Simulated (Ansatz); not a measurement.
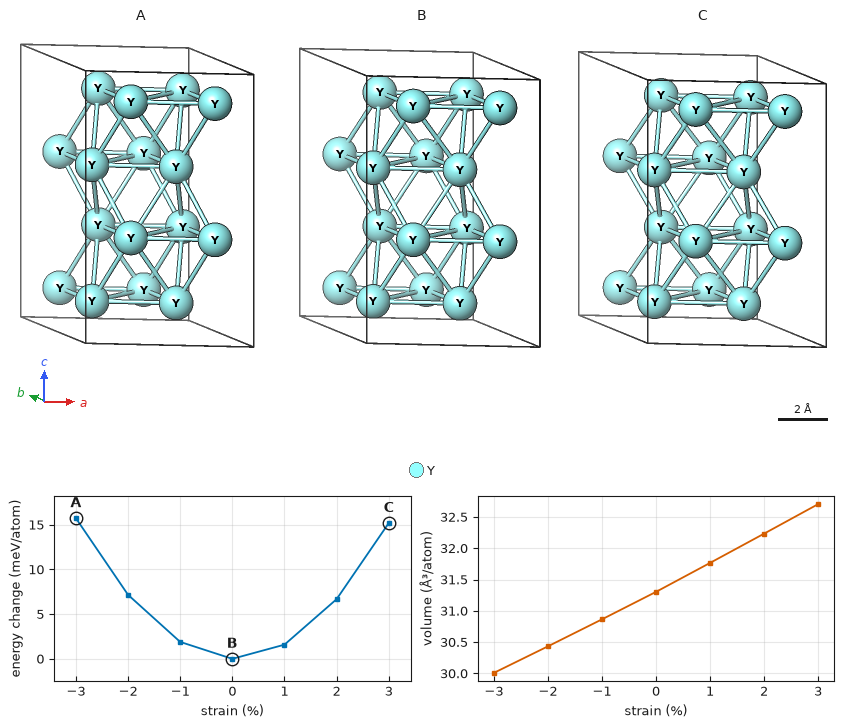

Members of a series of calculations on solid Y (set up in P6_3/mmc), marked on the first curve. The picture is a ball-and-stick view of the cell of the calculation, repeated to show the pattern, seen slightly off an axis.

Computed with DFT PBEsol, scalar-relativistic, plane waves, PAW (Ansatz 0.2.0). Set-up: plane-wave cutoff 420 eV; k-point mesh 18 × 18 × 10; occupations gaussian; smearing width 0.1 eV; no spin polarisation.

### Which kind of strain is it, and how does the structure respond?

Biaxial strain in the a–b plane, c and atoms relaxed. A (strain −3.0 %): energy change 15.7 meV/atom, volume 30.01 Å³ per atom. B (strain 0.0 %): energy change 0.0 meV/atom, volume 31.30 Å³ per atom. C (strain 3.0 %): energy change 15.2 meV/atom, volume 32.70 Å³ per atom. The rest compares A with C. Cell: a = b 6.979 → 7.411 Å (+6.2 %), c 11.382 → 11.002 Å (−3.3 %). Volume +9.0 %. Among the bonded contacts that change: Y–Y 3.488 → 3.484 to 3.705 Å.
